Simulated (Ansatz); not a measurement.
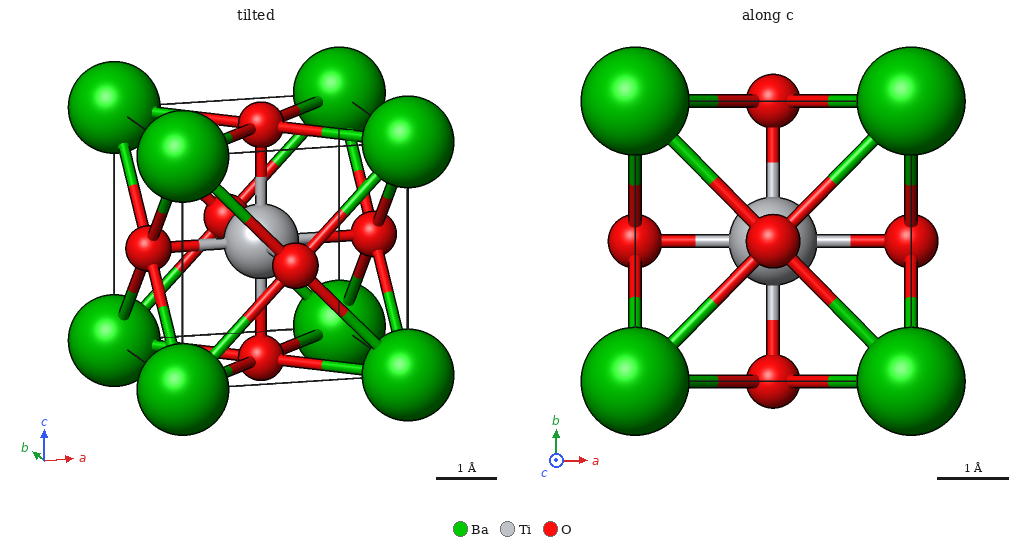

Structure drawing (ball-and-stick), viewed slightly off an axis and along the c axis. Atoms at the boundary of the unit cell (the box) are drawn once for each face, edge or corner they touch.

BaTiO3, a = 3.934 Å, b = 3.994 Å, c = 3.994 Å, α = 90.00°, β = 90.00°, γ = 90.00°. Strictly the space group is P4/mmm (No. 123, within 0.01 Å). It is a distorted form of a primitive cubic structure, space group Pm-3m (No. 221) within 0.25 Å: cubic perovskite. Its origin is a structure type filled with these elements by a generator (whether the compound takes this form wasn't checked). The cell was then strained or its atoms displaced on purpose. It was the input of a calculation with Ansatz.

This one geometry was computed with Ansatz (DFT, plane waves, PAW) at three levels of theory: HSE06, r2SCAN and PBE. It was relaxed with r2SCAN and then strained.

**Which level gives the highest pressure at this volume, and what does that say about its equilibrium volume?**

Highest: PBE (6.0 GPa), which points to the largest equilibrium volume. Lowest, with the smallest volume: HSE06 (0.5 GPa). Levels within 0.5 GPa of each other can't be told apart.

**How does the band gap change with the level of theory?**

PBE: a gap of 1.82 eV, indirect; r2SCAN: a gap of 2.18 eV, indirect; HSE06: a gap of 3.22 eV, indirect.

**Collect the results in a table.**

| level | cutoff (eV) | k-mesh of the run's cell | gap (eV) | pressure (GPa) |
| --- | --- | --- | --- | --- |
| HSE06 | 420 | 4×4×4 | 3.22 | 0.5 |
| r2SCAN | 500 | 6×6×6 | 2.18 | 2.9 |
| PBE | 420 | 6×6×6 | 1.82 | 6.0 |

Gaps are taken on the k-mesh or band path of each run.
